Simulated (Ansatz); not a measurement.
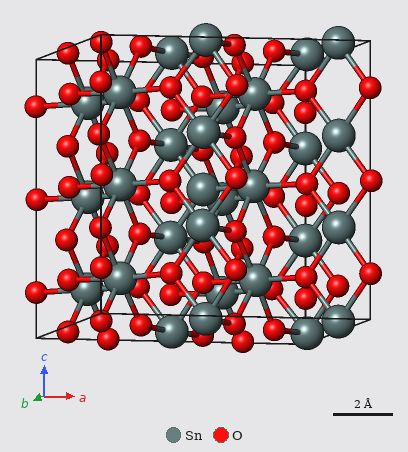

Starting structure of a defect cell of composition Sn25O47. The picture is a ball-and-stick view of the cell of the calculation (origin shifted), seen from a free direction.

These are results of DFT, PBEsol, PAW, plane waves in Ansatz, not measurements.

(plane-wave cutoff 420 eV; k-point mesh 1 × 1 × 1; mesh shifted by (0.25, 0.25, 0.25); no spin polarisation; atoms relaxed in a fixed cell; force threshold 0.03 eV/Å; at most 80 steps)

```xyz
72
Lattice="9.5381 0.0000 0.0000 0.0000 9.5381 0.0000 0.0000 0.0000 9.6363" Properties=species:S:1:pos:R:3 pbc="T T T"
Sn    0.0047    0.0219    0.0043
Sn    0.0203    0.0245    3.2611
Sn    0.0193    0.0151    6.4356
Sn    0.0376    4.7440    0.0308
Sn    9.5144    4.7494    3.2310
Sn    9.5069    4.7405    6.4122
Sn    4.8423    9.5255    9.6333
Sn    4.7363    0.0211    3.2208
Sn    4.7777    0.0467    6.4519
Sn    4.7937    4.7826    9.6166
Sn    4.7516    4.7840    3.2327
Sn    4.7575    4.7745    6.4352
Sn    2.3910    2.4011    1.5607
Sn    2.3904    2.3921    4.7976
Sn    2.3737    2.4051    7.9886
Sn    2.3600    7.1399    1.6102
Sn    2.3858    7.1469    4.7934
Sn    2.3833    7.1521    8.0421
Sn    7.1887    2.3704    1.5961
Sn    7.1021    2.4153    4.8440
Sn    7.1566    2.3813    8.0335
Sn    7.1502    7.1787    1.5908
Sn    7.1582    7.2113    4.8369
Sn    7.1659    7.1193    7.9944
Sn    5.6788    3.8420    4.8301
O     1.4845    1.4319    9.6141
O     1.4713    1.4866    3.2105
O     1.4149    1.4936    6.4378
O     1.4643    6.2305    0.0301
O     1.4228    6.2671    3.2120
O     1.4589    6.2203    6.4451
O     6.2073    1.4459    9.6134
O     6.2404    1.4451    3.1767
O     6.2425    1.4846    6.4248
O     6.2360    6.2326    0.0103
O     6.2723    6.2288    3.2415
O     6.2300    6.2542    6.4226
O     3.3483    3.3181    0.0438
O     3.2975    3.2957    3.1971
O     3.3009    3.3225    6.4166
O     3.3331    8.0801    9.6274
O     3.3039    8.0534    3.1997
O     3.3076    8.1117    6.4130
O     8.0564    3.2797    9.6168
O     8.0595    3.3101    3.1955
O     8.0688    3.2994    6.4623
O     8.0955    8.0552    0.0030
O     8.0812    8.0891    3.2316
O     8.0505    8.0696    6.4064
O     0.9240    3.8994    1.6024
O     0.9340    3.8245    4.8036
O     0.9541    3.8108    8.0239
O     0.9166    8.6080    1.5943
O     0.9431    8.6214    4.8081
O     0.8984    8.5986    8.0183
O     5.6822    3.8284    1.6099
O     5.6496    3.8627    8.0377
O     5.6775    8.5899    1.6206
O     5.7074    8.6183    4.8036
O     5.7265    8.6153    8.0057
O     3.8419    0.9232    1.6291
O     3.8035    0.9305    4.8243
O     3.8294    0.9258    8.0526
O     3.8353    5.6953    1.5876
O     3.8525    5.7078    4.7951
O     3.8430    5.7014    8.0282
O     8.6196    0.9278    1.6007
O     8.6386    0.8865    4.8195
O     8.6112    0.9392    8.0403
O     8.5608    5.7018    1.6248
O     8.6201    5.6824    4.8176
O     8.5963    5.6872    8.0578
```

Where does the relaxation end?

The largest move is that of Sn25, 1.24 Å along +a. By element the largest moves are Sn 1.24 Å, O 0.40 Å. The cell doesn't change. Among the contacts that change: Sn20–O59 3.615 → 2.203 Å, Sn25–O71 3.470 → 2.199 Å, Sn12–Sn25 2.072 → 2.978 Å, Sn20–O46 2.082 → 2.959 Å. New bonds form, among them: Sn20–O59 (3.62 → 2.20 Å), Sn25–O45 (2.94 → 2.10 Å), Sn25–O46 (2.94 → 2.12 Å), Sn25–O71 (3.47 → 2.20 Å). Bonds break, among them: Sn20–O45 (2.11 → 2.96 Å), Sn20–O46 (2.08 → 2.96 Å). Among the angles between lasting bonds that change: Sn25–Sn20–O68 178.9° → 102.2°, O33–Sn20–O34 103.4° → 139.0°, Sn11–Sn25–Sn12 101.2° → 68.8°. The energy falls by 13.894 eV per cell of the calculation in 15 geometry steps. The largest force component goes from 16 to 0.016 eV/Å.

Step by step:

```csv
step,"E − E(0), meV/atom","largest force component, eV/Å"
0,0.00,16.2829
1,-101.14,7.1081
2,-148.51,2.1668
3,-161.77,0.3638
4,-162.34,0.4315
5,-165.27,0.6152
6,-169.68,0.9011
7,-174.46,0.8228
8,-178.29,0.6421
9,-182.42,0.6005
10,-186.57,0.4054
11,-189.66,0.8386
12,-192.13,0.5140
13,-192.27,0.5719
14,-192.93,0.1072
15,-192.98,0.0164
```

The end point in the same view:

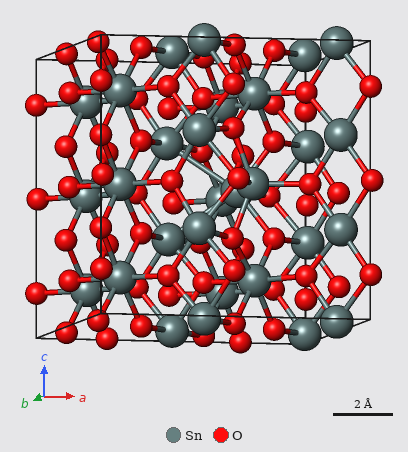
